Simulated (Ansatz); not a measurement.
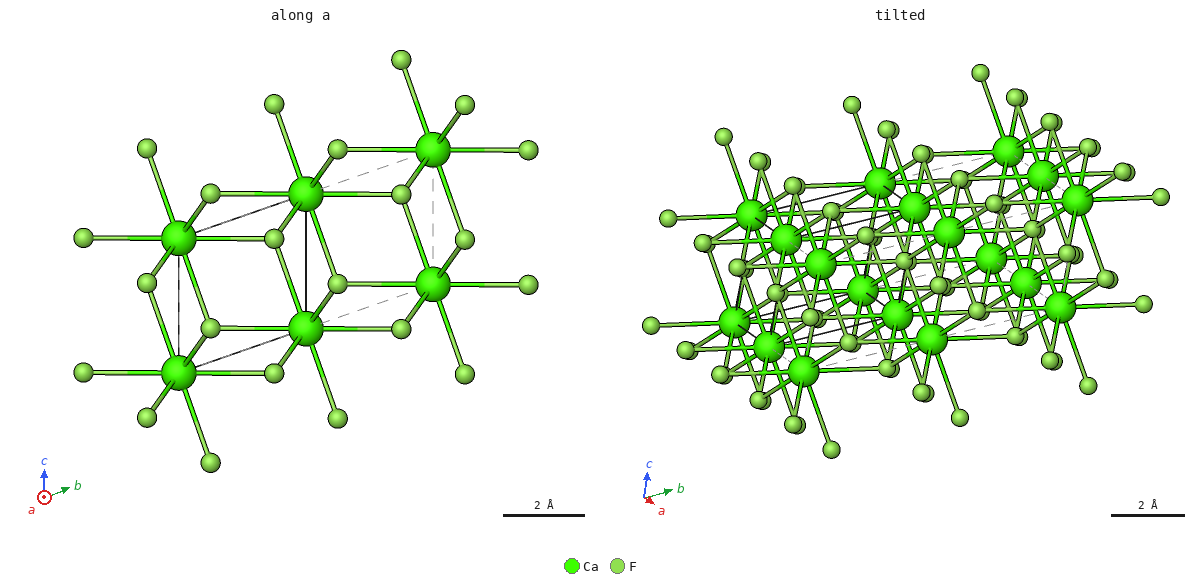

Crystal structure, ball-and-stick style, seen along the a axis and slightly off an axis. The structure is repeated 2×2×1 times; solid lines mark one simulation cell. A few atoms beyond the faces are included.

Input used:
```yaml
crystal:
  lattice:
    - [0.0, 2.7195929739, 2.7467889036]
    - [2.7195929739, 0.0, 2.7467889036]
    - [2.7195929739, 2.7195929739, 0.0]
  atoms:
    - { symbol: Ca, position: [0.0, 0.0, 0.0] }
    - { symbol: F, position: [0.25, 0.25, 0.25] }
    - { symbol: F, position: [0.75, 0.75, 0.75] }
kpoints:
  mp_grid: { grid: [6, 6, 6] }
  band_path:
    path:
      - [0.0, 0.0, 0.0]
      - [0.5, 0.0, 0.5]
      - [0.625, 0.25, 0.625]
      - [0.375, 0.375, 0.75]
      - [0.5, 0.5, 0.5]
      - [0.5, 0.25, 0.75]
    npoints: 1
hamiltonian:
  xc: hse06
scf:
  occupations: { method: fixed }
  n_extra_bands: 4
output:
  forces: true
  stress: true
  eigenvalues: true
```
Run as:
```sh
ansatz run input.yaml --threads 2 --pin off --max-ram 2211MiB --backend cpu --events-out ev --progress --plain --runs-dir out
```

Level of theory and settings: Ansatz 0.2.0, DFT, HSE06, plane waves, PAW, a kinetic-energy cutoff of 420 eV, a 6×6×6 mesh of k-points, no spin polarisation.

What is the electronic character?

An insulator at this level, with a gap of 9.37 eV, indirect; the smallest direct gap is 9.63 eV.

State the hydrostatic pressure.

The computed pressure is 0.5 GPa (compressed: it would expand).

The cell started as a structure type filled with these elements by a generator (whether the compound takes this form wasn't checked). The cell was then strained or its atoms displaced on purpose. It was the input of a calculation with Ansatz.
